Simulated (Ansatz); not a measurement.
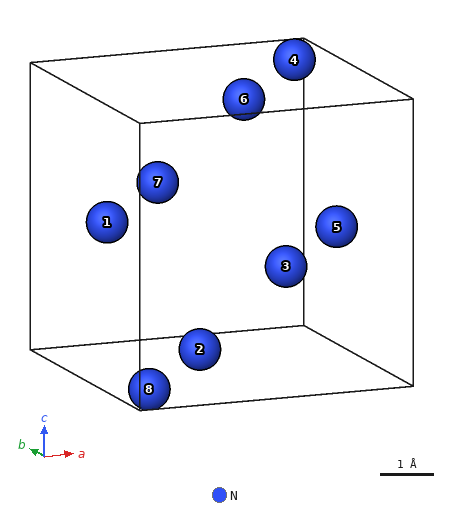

This is the input geometry for a relaxation of a crystal of N (set up in Pa-3). Style: ball-and-stick. Shown: the cell of the calculation, slightly off an axis.

The run lets cell and atoms move.

Method: Ansatz, Kohn-Sham DFT of a periodic cell, r2SCAN, Ansatz PAW.

The input:
```yaml
crystal:
  lattice:
    - [5.56051766, 0.0, 0.0]
    - [0.0, 5.56051766, 0.0]
    - [0.0, 0.0, 5.56051766]
  atoms:
    - { symbol: "N", position: [0.05739733, 0.44260267, 0.55739733] }
    - { symbol: "N", position: [0.44260267, 0.55739733, 0.05739733] }
    - { symbol: "N", position: [0.55739733, 0.05739733, 0.44260267] }
    - { symbol: "N", position: [0.94260267, 0.94260267, 0.94260267] }
    - { symbol: "N", position: [0.94260267, 0.55739733, 0.44260267] }
    - { symbol: "N", position: [0.55739733, 0.44260267, 0.94260267] }
    - { symbol: "N", position: [0.44260267, 0.94260267, 0.55739733] }
    - { symbol: "N", position: [0.05739733, 0.05739733, 0.05739733] }
hamiltonian:
  xc: r2scan
  pseudopotentials: { kind: paw }
kpoints:
  mp_grid: { grid: [5, 5, 5] }
scf:
  occupations: { method: fermi_dirac, width: 0.05 }
output:
  forces: true
  stress: true
  eigenvalues: true
  write_density: true
  write_potential: true
  elf: true
  volumetric_format: npy
relax:
  f_tol: 0.01
  max_steps: 40
  cell: { stress_tol: 0.05 }
```

Command:
```bash
ansatz run input.yaml --threads 4 --pin off --max-ram 11264MiB --backend cpu --events-out ev --progress --plain --runs-dir out
```

### Where does the relaxation end?

After 4 accepted moves (5 points after the start) the energy has fallen by 60.5 meV per cell of the calculation. Largest force component: 1.1 eV/Å at the start, 0.00086 eV/Å at the end. The pressure goes from −2.27 to 0.03 GPa. At 1 point the geometry stayed and the basis and grid were re-selected for the new cell (energy shift of 7.6 meV per cell of the calculation at most each time). The largest moves relative to the cell, 0.024 Å, are those of 8 atoms (N1, N2, N3, N4 and others). N4 goes along [1 1 1]. The volume changes by +9.8 %, with a = b = c 5.561 → 5.737 Å (+3.2 %). Some distances before and after: N1–N5 1.106 → 1.093 Å. The space group stays Pa-3 (No. 205).

History of the run:

```
step  E − E(0), meV/atom  largest force component, eV/Å  pressure, GPa  volume, Å³/atom                      note
   0                0.00                         1.0592          -2.27           21.491                          
   1               -6.33                         0.1456           0.49           22.062                          
   2               -6.60                         0.0392           0.21           22.401                          
   3               -6.69                         0.0045           0.02           23.290                          
   4               -6.61                         0.0052           0.01           23.598                          
   5               -7.57                         0.0009           0.03           23.598  same geometry, new basis
```

The end point in the same view:

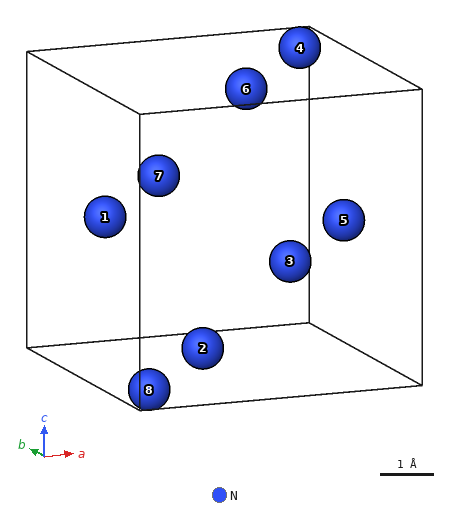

Limits of the set-up: layers or molecules are held without a dispersion correction, so their spacing is unreliable.
